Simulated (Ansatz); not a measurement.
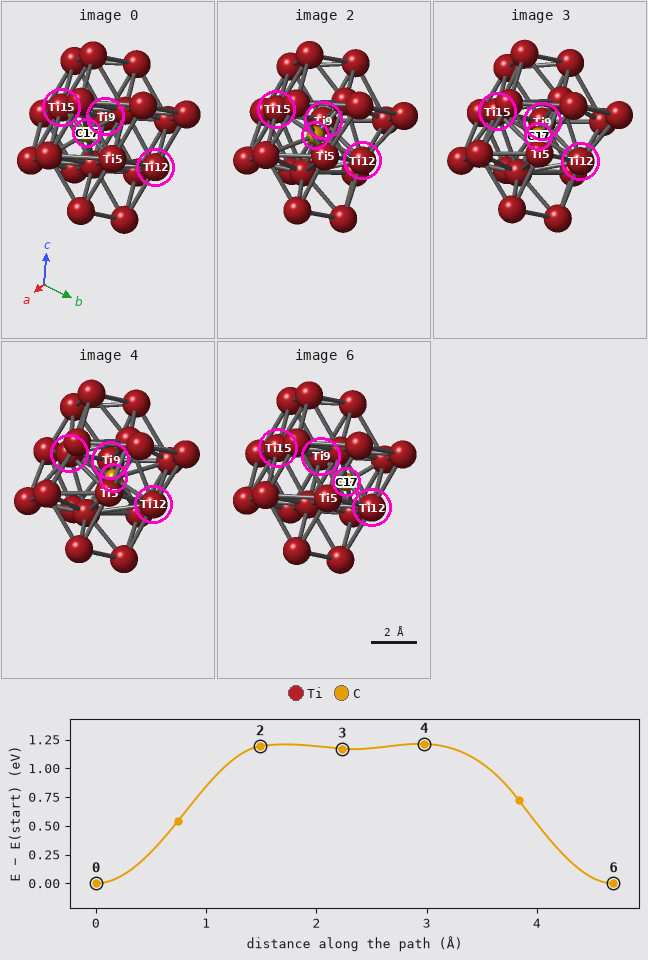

NEB run on a defect cell of composition Ti₁₆C (17 atoms in the cell). Images are numbered from 0 (start) to 6 (end). The picture is a ball-and-stick view of the atoms within 4.5 Å of the middle of the path, seen slightly off an axis. The atoms that move most are ringed. Bonds to atoms that aren't drawn are left out.

These are results of Ansatz, DFT PBE, scalar-relativistic, plane waves, PAW, not measurements. Settings: plane-wave cutoff 420 eV; k-point mesh 4 × 4 × 4; Gaussian smearing 0.1 eV; 5 movable images; climbing image.

Q: Read off the barrier and say what moves.

A: The barrier is about 1.21 eV in both directions, with image 4 at the top; the ends have the same energy. The path has more than one stage, and so few images may leave a stage unresolved. The C atom travels furthest, 2.91 Å from end to end, along [−1 1 0], on a straight line. At the highest image its nearest neighbour (Ti) is 2.03 Å away, against 2.10 Å at the start, and the surrounding atoms stand up to 0.56 Å off the mean of their end positions. The band converged in 20 iterations. The largest component of the band force went from 13 to 0.024 eV/Å. The climbing image converged on the top of the path. Its curvatures weren't checked.

Limits of the set-up: the periodic images lie only 7.1 Å apart, so the values are limited by the cell's size.

Cost: 22 min on 4 threads of AMD EPYC 9R45 96-Core Processor (Zen 5), on a shared host, peak memory 4.4 GiB.
